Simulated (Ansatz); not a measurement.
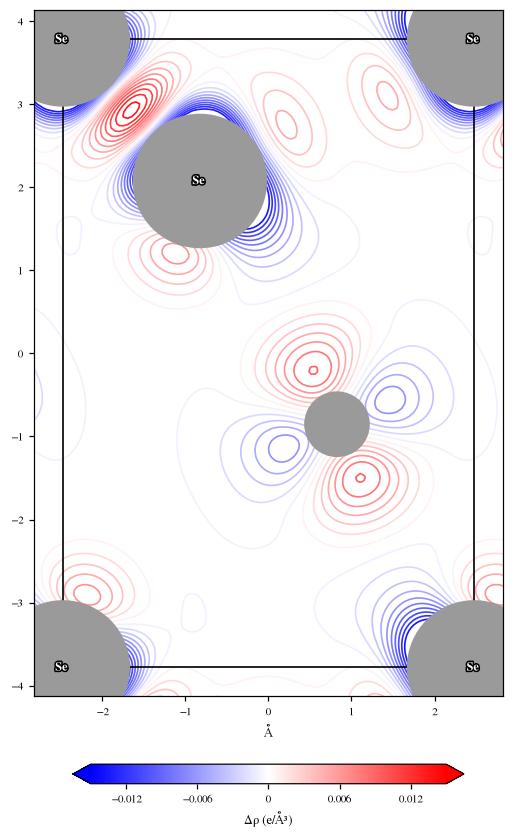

Se: difference of two self-consistent densities at the same geometry, ρ(HSE06) − ρ(PBE), on the (110) plane of the conventional cell. Grey discs cover the cores, where the PAW densities can't be compared. Cores are masked to 0.8 Å (Se).

Space group P3_121; not relaxed (largest force 0.4 eV/Å).

Both runs: Ansatz, scalar-relativistic, plane waves and PAW, same cutoff, k-points and PAW files (made with PBE).

How does the change of level move the electrons?

Against PBE, and outside the masked cores, the largest gain, 0.014 e/Å³, lies 1.2 Å from a selenium nucleus, and the largest loss lies at the edge of the masked core of Se. At this volume the pressure is 3 GPa with PBE and roughly 1 GPa with HSE06. The gap on the mesh is 1.03 eV with PBE and 1.79 eV with HSE06.
